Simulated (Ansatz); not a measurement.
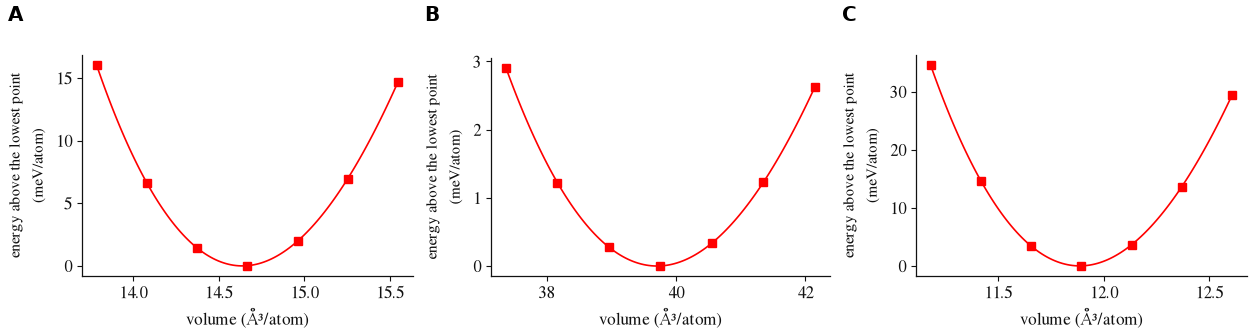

Each panel shows the energy above the lowest point against volume for one of these solids: Cr, Fm-3m (No. 225); Na, Pm-3m (No. 221); Si, Im-3m (No. 229).

Method: equation of state of a cubic crystal from periodic Kohn-Sham density functional theory without spin, third-order Birch-Murnaghan fit to the free energies; pressure corrected for the finite basis (Ansatz 0.2.0 development build). Level: PBE.

**Match the panels to the solids.**

A is Si (energy above the lowest point from 0.0 meV/atom to 16.0 meV/atom, V0 14.64 Å³/atom, B0 93.1 GPa); B is Na (energy above the lowest point from 0.000 meV/atom to 2.905 meV/atom, V0 39.71 Å³/atom, B0 6.17 GPa); C is Cr (energy above the lowest point from 0.0 meV/atom to 34.5 meV/atom, V0 11.89 Å³/atom, B0 238 GPa).

For Cr, limits of the calculation: cubic model structure, not the ambient form; no spin polarisation, a magnetic state may lie lower.

For Na, limits of the calculation: cubic model structure, not the ambient form.

For Si, limits of the calculation: cubic model structure, not the ambient form.
